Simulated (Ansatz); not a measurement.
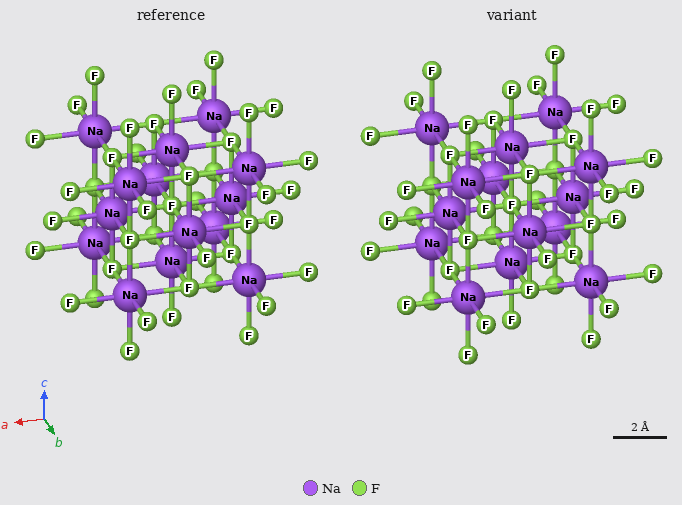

Left: solid NaF (set up in Fm-3m). Right: the same structure after one change, at the same scale. The picture is a ball-and-stick view of the conventional cell (4 times the calculation's cell), seen from a free direction. Lengths and directions refer to the drawn axes.

Computed with Ansatz 0.2.0, DFT PBE, scalar-relativistic, plane waves, PAW. Set-up: plane-wave cutoff 420 eV; k-point mesh 8 × 8 × 8; occupations gaussian; smearing width 0.02 eV; no spin polarisation.

What distinguishes the right structure from the left one?

All lengths are scaled by +3.2 % (volume +10.0 %), the atoms keeping their fractional coordinates. No relaxation follows.

How do the computed properties respond?

It costs 14.9 meV per atom. Pressure: 0.0 GPa before, −3.4 GPa after. All forces vanish by symmetry. Near-neighbour distances before and after: F–Na 2.350 → 2.426 Å. The space group stays Fm-3m (No. 225).
